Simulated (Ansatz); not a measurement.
Consider NbH2.

Input file:

```
crystal:
  lattice:
    - [2.1710999441, 2.1710999441, 0.0]
    - [-2.1710999441, 2.1710999441, 0.0]
    - [0.0, 0.0, 4.3421998882]
  atoms:
    - { symbol: Nb, position: [0.0, 0.0, 0.0] }
    - { symbol: Nb, position: [0.5, 0.5, 0.5] }
    - { symbol: H, position: [0.0, 0.5, 0.75] }
    - { symbol: H, position: [0.5, 0.0, 0.75] }
    - { symbol: H, position: [0.5, 0.0, 0.25] }
    - { symbol: H, position: [0.0, 0.5, 0.25] }
basis:
  ecutwfc: 500
kpoints:
  mp_grid: { grid: [12, 12, 8] }
hamiltonian:
  xc: r2scan
scf:
  occupations: { method: gaussian, width: 0.1 }
output:
  forces: true
  stress: true
  eigenvalues: true
  write_density: true
  write_potential: true
  elf: true
  volumetric_format: npy
```

Command:

```sh
ansatz run input.yaml --threads 1 --pin off --max-ram 2560MiB --backend cpu --events-out ev --progress --plain --runs-dir out
```

Below, planes, directions and counts refer to the conventional cell (a = 4.34 Å, b = 4.34 Å, c = 4.34 Å, α = 90.00°, β = 90.00°, γ = 90.00°).

Space group Fm-3m; changed on purpose from its base cell (equal strain along all axes, cell held, atoms relaxed: -4.5 %); computed pressure about 34 GPa in this cell.

These are results of Ansatz, DFT r2SCAN, scalar-relativistic, plane waves, PAW, not measurements.

Predict the valence pseudo-density and electron localisation function between the atoms.

Nb–H (1.88 Å): the density is about 0.85 e/Å³ at the midpoint; the ELF climbs to about 1 towards the hydrogen.

Metal or insulator at this level of theory?

It is metallic or semimetallic at this level of theory: no gap opens.

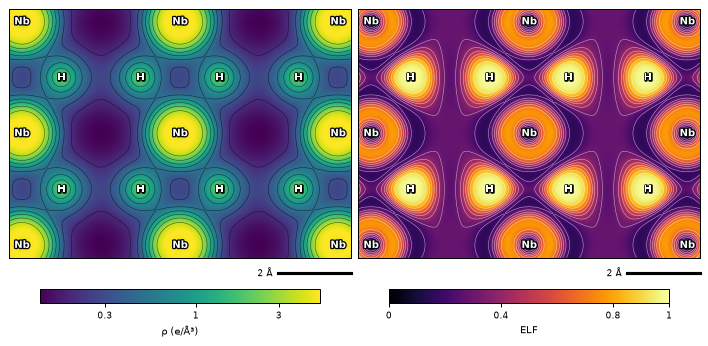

Computed valence pseudo-density and electron localisation function on the (101) plane of the conventional cell, in this order. 
